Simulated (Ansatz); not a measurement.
Take the following structure.

```
Al N
1.0
    -2.02262   -2.02262    0.00000
     2.02262   -2.02262    0.00000
     0.00000    0.00000   18.13573
Al N
6 6
Cartesian
  0.0000 0.0000 4.0113
  0.0000 -2.0226 6.0339
  0.0000 0.0000 8.0566
  0.0000 -2.0226 10.0792
  0.0000 0.0000 12.1018
  0.0000 -2.0226 14.1244
  0.0000 -2.0226 4.0113
  0.0000 0.0000 6.0339
  0.0000 -2.0226 8.0566
  0.0000 0.0000 10.0792
  0.0000 -2.0226 12.1018
  0.0000 0.0000 14.1244
```

Q: Give a crystallographic description of this input.

A: The solid is AlN. The cell comprises 6 formula units: 6 Al, 6 N. Al takes three kinds of site: two a cell with five N in a square pyramidal arrangement at 2.02 Å; two a cell with six N in an octahedral arrangement at 2.02 Å; two a cell with six N in an octahedral arrangement at 2.02 Å. N takes three kinds of site: two a cell with five Al in a square pyramidal arrangement at 2.02 Å; two a cell with six Al in an octahedral arrangement at 2.02 Å; two a cell with six Al in an octahedral arrangement at 2.02 Å. The bonds build AlN layers parallel to (001).

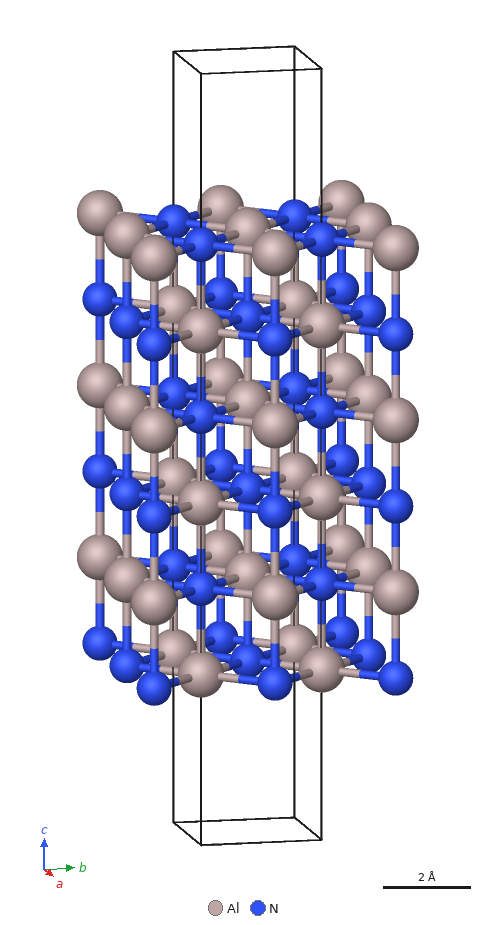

A ball-and-stick rendering, viewed slightly off an axis. The simulation cell is drawn as a box. Periodic images bonded to atoms of the box are shown as well.

The structure comes from a structure listed in the Materials Project. The cell was then strained or its atoms displaced on purpose. It was run through Ansatz as a DFT input.

At this level of theory the cell isn't at rest (stretched, at -4 GPa and forces up to 0.9 eV/Å), so its distances can differ from those at equilibrium, the more so the softer the solid.
